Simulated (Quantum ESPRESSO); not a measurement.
**Band-structure run, with input and output: InAs (part 1 of 2)**

The run: band-structure run of InAs (2 atoms in the cell). Method and program: Kohn-Sham DFT of a periodic cell, PBE, GBRV 1.5 PBE, no spin polarisation (Quantum ESPRESSO 7.5).

The structure derives from an entry of the Crystallography Open Database.

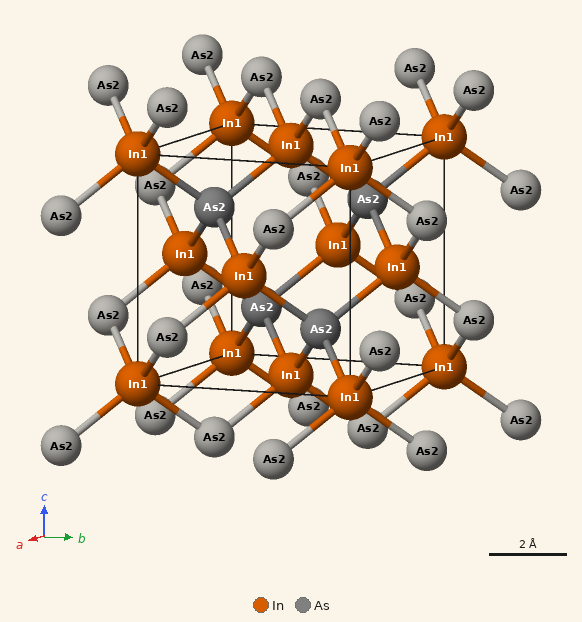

Fig. 1: The structure (ball-and-stick view of the cell 4 times as large as that of the calculation, set on its symmetry axes, seen slightly off an axis; neighbours outside the cell are drawn fainter; atoms are numbered from 1 in the order of the input).

The input
```
&CONTROL
  calculation = 'scf'
  prefix = 'pwscf'
  outdir = './tmp'
  pseudo_dir = './pseudo'
  tprnfor = .true.
  tstress = .true.
  disk_io = 'low'
/
&SYSTEM
  ibrav = 0
  A = 4.26809653
  nat = 2
  ntyp = 2
  ecutwfc = 45
  ecutrho = 360
  nbnd = 15
  occupations = 'smearing'
  smearing = 'fd'
  degauss = 0.00367493
/
&ELECTRONS
  conv_thr = 4d-10
  electron_maxstep = 120
  mixing_beta = 0.5
/
ATOMIC_SPECIES
In   114.8180 in_pbe_v1.4.uspp.F.UPF
As    74.9216 as_pbe_v1.uspp.F.UPF
CELL_PARAMETERS alat
   0.0000000000    0.7071067814    0.7071067814
   0.7071067814    0.0000000000    0.7071067814
   0.7071067814    0.7071067814    0.0000000000
ATOMIC_POSITIONS alat
In     0.0000000000    0.0000000000    0.0000000000
As     1.0606601721    1.0606601721    1.0606601721
K_POINTS automatic
8 8 8 0 0 0
```

File pp_density.in
```
&INPUTPP
  prefix = 'pwscf'
  outdir = './tmp'
  filplot = 'density.dat'
  plot_num = 0
/
&PLOT
  nfile = 1
  filepp(1) = 'density.dat'
  iflag = 3
  output_format = 6
  fileout = 'density.cube'
/
```

File pp_potential.in
```
&INPUTPP
  prefix = 'pwscf'
  outdir = './tmp'
  filplot = 'potential.dat'
  plot_num = 11
/
&PLOT
  nfile = 1
  filepp(1) = 'potential.dat'
  iflag = 3
  output_format = 6
  fileout = 'potential.cube'
/
```

File bands.in
```
&CONTROL
  calculation = 'bands'
  prefix = 'pwscf'
  outdir = './tmp'
  pseudo_dir = './pseudo'
  disk_io = 'low'
  verbosity = 'high'
/
&SYSTEM
  ibrav = 0
  A = 4.26809653
  nat = 2
  ntyp = 2
  ecutwfc = 45
  ecutrho = 360
  nbnd = 15
  occupations = 'smearing'
  smearing = 'fd'
  degauss = 0.00367493
/
&ELECTRONS
  conv_thr = 1d-08
  electron_maxstep = 120
  mixing_beta = 0.5
  diago_full_acc = .true.
/
ATOMIC_SPECIES
In   114.8180 in_pbe_v1.4.uspp.F.UPF
As    74.9216 as_pbe_v1.uspp.F.UPF
CELL_PARAMETERS alat
   0.0000000000    0.7071067814    0.7071067814
   0.7071067814    0.0000000000    0.7071067814
   0.7071067814    0.7071067814    0.0000000000
ATOMIC_POSITIONS alat
In     0.0000000000    0.0000000000    0.0000000000
As     1.0606601721    1.0606601721    1.0606601721
K_POINTS crystal
60
 0.0000000000  0.0000000000  0.0000000000 1
 0.0625000000  0.0000000000  0.0625000000 1
 0.1250000000  0.0000000000  0.1250000000 1
 0.1875000000  0.0000000000  0.1875000000 1
 0.2500000000  0.0000000000  0.2500000000 1
 0.3125000000  0.0000000000  0.3125000000 1
 0.3750000000  0.0000000000  0.3750000000 1
 0.4375000000  0.0000000000  0.4375000000 1
 0.5000000000  0.0000000000  0.5000000000 1
 0.5000000000  0.0625000000  0.5625000000 1
 0.5000000000  0.1250000000  0.6250000000 1
 0.5000000000  0.1875000000  0.6875000000 1
 0.5000000000  0.2500000000  0.7500000000 1
 0.4375000000  0.3125000000  0.7500000000 1
 0.3750000000  0.3750000000  0.7500000000 1
 0.3375000000  0.3375000000  0.6750000000 1
 0.3000000000  0.3000000000  0.6000000000 1
 0.2625000000  0.2625000000  0.5250000000 1
 0.2250000000  0.2250000000  0.4500000000 1
 0.1875000000  0.1875000000  0.3750000000 1
 0.1500000000  0.1500000000  0.3000000000 1
 0.1125000000  0.1125000000  0.2250000000 1
 0.0750000000  0.0750000000  0.1500000000 1
 0.0375000000  0.0375000000  0.0750000000 1
 0.0000000000  0.0000000000  0.0000000000 1
 0.0625000000  0.0625000000  0.0625000000 1
 0.1250000000  0.1250000000  0.1250000000 1
 0.1875000000  0.1875000000  0.1875000000 1
 0.2500000000  0.2500000000  0.2500000000 1
 0.3125000000  0.3125000000  0.3125000000 1
 0.3750000000  0.3750000000  0.3750000000 1
 0.4375000000  0.4375000000  0.4375000000 1
 0.5000000000  0.5000000000  0.5000000000 1
 0.5250000000  0.4500000000  0.5250000000 1
 0.5500000000  0.4000000000  0.5500000000 1
 0.5750000000  0.3500000000  0.5750000000 1
 0.6000000000  0.3000000000  0.6000000000 1
 0.6250000000  0.2500000000  0.6250000000 1
 0.5833333333  0.2500000000  0.6666666667 1
 0.5416666667  0.2500000000  0.7083333333 1
 0.5000000000  0.2500000000  0.7500000000 1
 0.5000000000  0.2857142857  0.7142857143 1
 0.5000000000  0.3214285714  0.6785714286 1
 0.5000000000  0.3571428571  0.6428571429 1
 0.5000000000  0.3928571429  0.6071428571 1
 0.5000000000  0.4285714286  0.5714285714 1
 0.5000000000  0.4642857143  0.5357142857 1
 0.5000000000  0.5000000000  0.5000000000 1
 0.4821428571  0.4821428571  0.5357142857 1
 0.4642857143  0.4642857143  0.5714285714 1
 0.4464285714  0.4464285714  0.6071428571 1
 0.4285714286  0.4285714286  0.6428571429 1
 0.4107142857  0.4107142857  0.6785714286 1
 0.3928571429  0.3928571429  0.7142857143 1
 0.3750000000  0.3750000000  0.7500000000 1
 0.6250000000  0.2500000000  0.6250000000 1
 0.5937500000  0.1875000000  0.5937500000 1
 0.5625000000  0.1250000000  0.5625000000 1
 0.5312500000  0.0625000000  0.5312500000 1
 0.5000000000  0.0000000000  0.5000000000 1
```

Hardware: 1 thread of AMD EPYC (Zen 5), 24 GiB of memory available, shared host.

Command:
```bash
OMP_NUM_THREADS=1 pw.x -in pw.in > pw.out
OMP_NUM_THREADS=1 pp.x -in pp_density.in > pp_density.out
OMP_NUM_THREADS=1 pp.x -in pp_potential.in > pp_potential.out
OMP_NUM_THREADS=1 pw.x -in bands.in > bands.out
```

Output
```
This program is part of the open-source Quantum ESPRESSO suite
     for quantum simulation of materials; please cite
         "P. Giannozzi et al., J. Phys.:Condens. Matter 21 395502 (2009);
         "P. Giannozzi et al., J. Phys.:Condens. Matter 29 465901 (2017);
         "P. Giannozzi et al., J. Chem. Phys. 152 154105 (2020);
          URL
     in publications or presentations arising from this work. More details at

     Message from routine setup:
     using ibrav=0 with symmetry is DISCOURAGED, use correct ibrav instead

     G-vector sticks info
     --------------------
     sticks:   dense  smooth     PW     G-vecs:    dense   smooth      PW
     Sum        1627     805    253                42735    15089    2637

     Using Slab Decomposition

     bravais-lattice index     =            0
     lattice parameter (alat)  =       8.0655  a.u.
     unit-cell volume          =     371.0089 (a.u.)^3
     number of atoms/cell      =            2
     number of atomic types    =            2
     number of electrons       =        18.00
     number of Kohn-Sham states=           15
     kinetic-energy cutoff     =      45.0000  Ry
     charge density cutoff     =     360.0000  Ry
     scf convergence threshold =      4.0E-10
     mixing beta               =       0.5000
     number of iterations used =            8  plain     mixing
     Exchange-correlation= SLA  PW   PBE  PBE
                           (   1   4   3   4   0   0   0)

     celldm(1)=   8.065534  celldm(2)=   0.000000  celldm(3)=   0.000000
     celldm(4)=   0.000000  celldm(5)=   0.000000  celldm(6)=   0.000000

     crystal axes: (cart. coord. in units of alat)
               a(1) = (   0.000000   0.707107   0.707107 )
               a(2) = (   0.707107   0.000000   0.707107 )
               a(3) = (   0.707107   0.707107   0.000000 )

     reciprocal axes: (cart. coord. in units 2 pi/alat)
               b(1) = ( -0.707107  0.707107  0.707107 )
               b(2) = (  0.707107 -0.707107  0.707107 )
               b(3) = (  0.707107  0.707107 -0.707107 )

     PseudoPot. # 1 for In read from file:
     in_pbe_v1.4.uspp.F.UPF
     Pseudo is Ultrasoft + core correction, Zval = 13.0
     Generated by new atomic code, or converted to UPF format
     Using radial grid of  889 points,  6 beta functions with:
                l(1) =   0
                l(2) =   0
                l(3) =   1
                l(4) =   1
                l(5) =   2
                l(6) =   2
     Q(r) pseudized with  6 coefficients,  rinner =    1.400   1.400   1.400
                                                       1.400   1.400

     PseudoPot. # 2 for As read from file:
     as_pbe_v1.uspp.F.UPF
     Pseudo is Ultrasoft + core correction, Zval =  5.0
     Generated by new atomic code, or converted to UPF format
     Using radial grid of  875 points,  6 beta functions with:
                l(1) =   0
                l(2) =   0
                l(3) =   1
                l(4) =   1
                l(5) =   2
                l(6) =   2
     Q(r) pseudized with  8 coefficients,  rinner =    1.300   1.300   1.300
                                                       1.300   1.300

     atomic species   valence    mass     pseudopotential
     In               13.00   114.81800     In( 1.00)
     As                5.00    74.92160     As( 1.00)

     24 Sym. Ops. (no inversion) found

   Cartesian axes

     site n.     atom                  positions (alat units)
         1        In     tau(   1) = (   0.0000000   0.0000000   0.0000000  )
         2        As     tau(   2) = (   1.0606602   1.0606602   1.0606602  )

     number of k points=    29  Fermi-Dirac smearing, width (Ry)=  0.0037
                       cart. coord. in units 2pi/alat
        k(    1) = (   0.0000000   0.0000000   0.0000000), wk =   0.0039062
        k(    2) = (   0.0883883   0.0883883  -0.0883883), wk =   0.0312500
        k(    3) = (   0.1767767   0.1767767  -0.1767767), wk =   0.0312500
        k(    4) = (   0.2651650   0.2651650  -0.2651650), wk =   0.0312500
        k(    5) = (  -0.3535534  -0.3535534   0.3535534), wk =   0.0156250
        k(    6) = (   0.1767767   0.0000000   0.0000000), wk =   0.0234375
        k(    7) = (   0.2651650   0.0883883  -0.0883883), wk =   0.0937500
        k(    8) = (   0.3535534   0.1767767  -0.1767767), wk =   0.0937500
        k(    9) = (  -0.2651650  -0.4419417   0.4419417), wk =   0.0937500
        k(   10) = (  -0.1767767  -0.3535534   0.3535534), wk =   0.0937500
        k(   11) = (  -0.0883883  -0.2651650   0.2651650), wk =   0.0937500
        k(   12) = (   0.0000000  -0.1767767   0.1767767), wk =   0.0468750
        k(   13) = (   0.3535534   0.0000000   0.0000000), wk =   0.0234375
        k(   14) = (   0.4419417   0.0883883  -0.0883883), wk =   0.0937500
        k(   15) = (  -0.1767767  -0.5303301   0.5303301), wk =   0.0937500
        k(   16) = (  -0.0883883  -0.4419417   0.4419417), wk =   0.0937500
        k(   17) = (   0.0000000  -0.3535534   0.3535534), wk =   0.0468750
        k(   18) = (   0.5303301   0.0000000   0.0000000), wk =   0.0234375
        k(   19) = (  -0.0883883  -0.6187184   0.6187184), wk =   0.0937500
        k(   20) = (   0.0000000  -0.5303301   0.5303301), wk =   0.0468750
        k(   21) = (  -0.7071068   0.0000000   0.0000000), wk =   0.0117188
        k(   22) = (   0.3535534   0.1767767   0.0000000), wk =   0.0937500
        k(   23) = (  -0.2651650  -0.4419417   0.6187184), wk =   0.1875000
        k(   24) = (  -0.1767767  -0.3535534   0.5303301), wk =   0.0937500
        k(   25) = (  -0.1767767  -0.5303301   0.7071068), wk =   0.0937500
        k(   26) = (  -0.0883883  -0.4419417   0.6187184), wk =   0.1875000
        k(   27) = (   0.0000000  -0.3535534   0.5303301), wk =   0.0937500
        k(   28) = (  -0.7071068   0.1767767   0.0000000), wk =   0.0468750
        k(   29) = (  -0.7071068   0.3535534   0.0000000), wk =   0.0234375

     Dense  grid:    42735 G-vectors     FFT dimensions: (  50,  50,  50)

     Smooth grid:    15089 G-vectors     FFT dimensions: (  36,  36,  36)

     Initial potential from superposition of free atoms

     starting charge      16.4998, renormalised to      18.0000
     Starting wfcs are   13 randomized atomic wfcs +    2 random wfcs

     Self-consistent Calculation

     iteration #  1     ecut=    45.00 Ry     beta= 0.50
     Davidson diagonalization with overlap
     ethr =  1.00E-02,  avg # of iterations =  6.8

     total energy              =    -172.86266591 Ry
     estimated scf accuracy    <       2.55299944 Ry

     iteration #  2     ecut=    45.00 Ry     beta= 0.50
     Davidson diagonalization with overlap
     ethr =  1.00E-02,  avg # of iterations =  2.0

     total energy              =    -173.73971405 Ry
     estimated scf accuracy    <       0.24482936 Ry

     iteration #  3     ecut=    45.00 Ry     beta= 0.50
     Davidson diagonalization with overlap
     ethr =  1.36E-03,  avg # of iterations =  2.0

     total energy              =    -173.78158843 Ry
     estimated scf accuracy    <       0.00572156 Ry

     iteration #  4     ecut=    45.00 Ry     beta= 0.50
     Davidson diagonalization with overlap
     ethr =  3.18E-05,  avg # of iterations =  5.3

     total energy              =    -173.78233468 Ry
     estimated scf accuracy    <       0.00057848 Ry

     iteration #  5     ecut=    45.00 Ry     beta= 0.50
     Davidson diagonalization with overlap
     ethr =  3.21E-06,  avg # of iterations =  4.3

     total energy              =    -173.78237607 Ry
     estimated scf accuracy    <       0.00002517 Ry

     iteration #  6     ecut=    45.00 Ry     beta= 0.50
     Davidson diagonalization with overlap
     ethr =  1.40E-07,  avg # of iterations =  4.1

     total energy              =    -173.78239190 Ry
     estimated scf accuracy    <       0.00000179 Ry

     iteration #  7     ecut=    45.00 Ry     beta= 0.50
     Davidson diagonalization with overlap
     ethr =  9.93E-09,  avg # of iterations =  3.0

     total energy              =    -173.78239235 Ry
     estimated scf accuracy    <       0.00000006 Ry

     iteration #  8     ecut=    45.00 Ry     beta= 0.50
     Davidson diagonalization with overlap
     ethr =  3.40E-10,  avg # of iterations =  4.6
```
